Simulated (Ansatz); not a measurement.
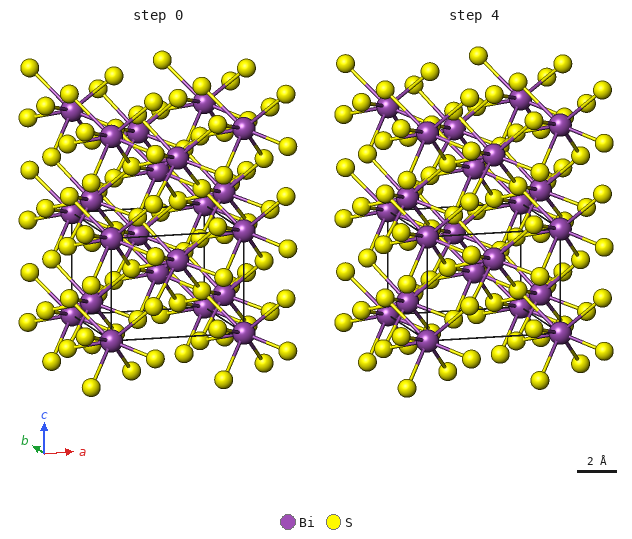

The structure of crystalline BiS2 (built on the SiO2-122 type type) before (left) and after (right) a relaxation, at one scale.

A ball-and-stick model of the conventional cell (2 times the calculation's cell), repeated 1 × 1 × 2 with one cell outlined, seen slightly off an axis. Lengths and directions refer to the drawn axes.

These are results of DFT, r2SCAN+rVV10, plane waves, PAW in Ansatz, not measurements.

Input file:
```yaml
crystal:
  lattice:
    - [-3.5969858822, 3.5969858822, 2.7144502191]
    - [3.5969858822, -3.5969858822, 2.7144502191]
    - [3.5969858822, 3.5969858822, -2.7144502191]
  atoms:
    - { symbol: Bi, position: [0.0, 0.0, 0.0] }
    - { symbol: Bi, position: [0.75, 0.25, 0.5] }
    - { symbol: S, position: [0.375, 0.3978748824, 0.5228748824] }
    - { symbol: S, position: [1.1478748824, 0.625, 1.0228748824] }
    - { symbol: S, position: [0.6021251176, 0.125, -0.0228748824] }
    - { symbol: S, position: [0.875, -0.1478748824, 0.4771251176] }
kpoints:
  mp_grid: { grid: [6, 6, 6] }
hamiltonian:
  xc: r2scan
  dispersion: rvv10
scf:
  occupations: { method: fermi_dirac, width: 0.03 }
relax:
  f_tol: 0.01
  cell: {}
  max_steps: 120
```

Run as
```bash
ansatz run input.yaml --threads 2 --pin off --max-ram 2211MiB --backend cpu --events-out ev --progress --plain --runs-dir out
```

What changed between the two?

Answer. No atom moves by more than 0.005 Å relative to the cell. The drawn cell changes as follows: a = b 7.194 → 7.212 Å (+0.3 %), c 5.429 → 5.522 Å (+1.7 %); the volume changes by +2.2 %. Near-neighbour distances that change, for instance: Bi1–S3 3.170 → 3.199 Å, Bi1–S3 (another image) 2.747 → 2.754 Å. The space group stays I-42d (No. 122). The energy falls by 3.1 meV per atom in 3 accepted moves (4 points after the start). The largest force component goes from 0.035 to 0.00073 eV/Å. The pressure goes from 1.31 to 0.00 GPa. At 1 point the geometry stayed and the basis and grid were re-selected for the new cell (energy shift of 0.1 meV per atom at most each time).
